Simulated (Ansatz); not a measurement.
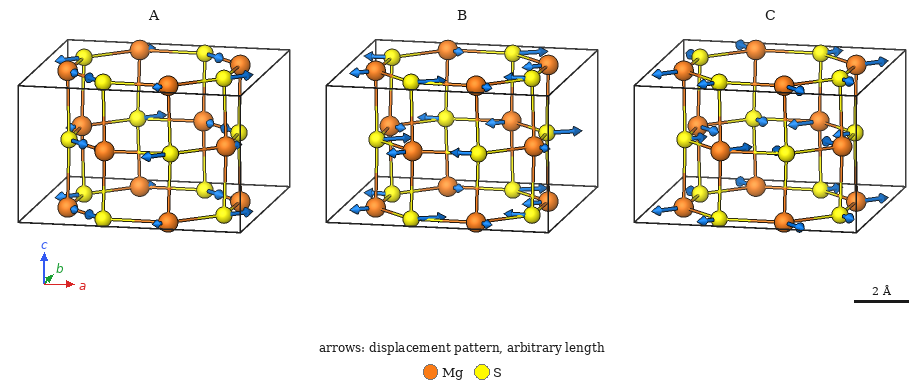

Modes of solid MgS (a generated structure), space group I4/mcm (No. 140), at the zone centre (one member of each degenerate set). The blue arrows give the relative displacements of the atoms. A ball-and-stick model of the conventional cell (2 times the calculation's cell), seen slightly off an axis. Lengths and directions refer to the drawn axes.

Method: DFT PBE, scalar-relativistic, plane waves, PAW in Ansatz.

Frequencies are those without the non-analytic (LO–TO) term.

> Which are infrared-active and which Raman-active?

A is B₂g, Raman-active by symmetry (306 cm⁻¹). B is E_u, infrared-active by symmetry (222 cm⁻¹). C is A₂g, silent by symmetry (neither infrared- nor Raman-active) (213 cm⁻¹). The crystal has a centre of inversion, so no mode is both.
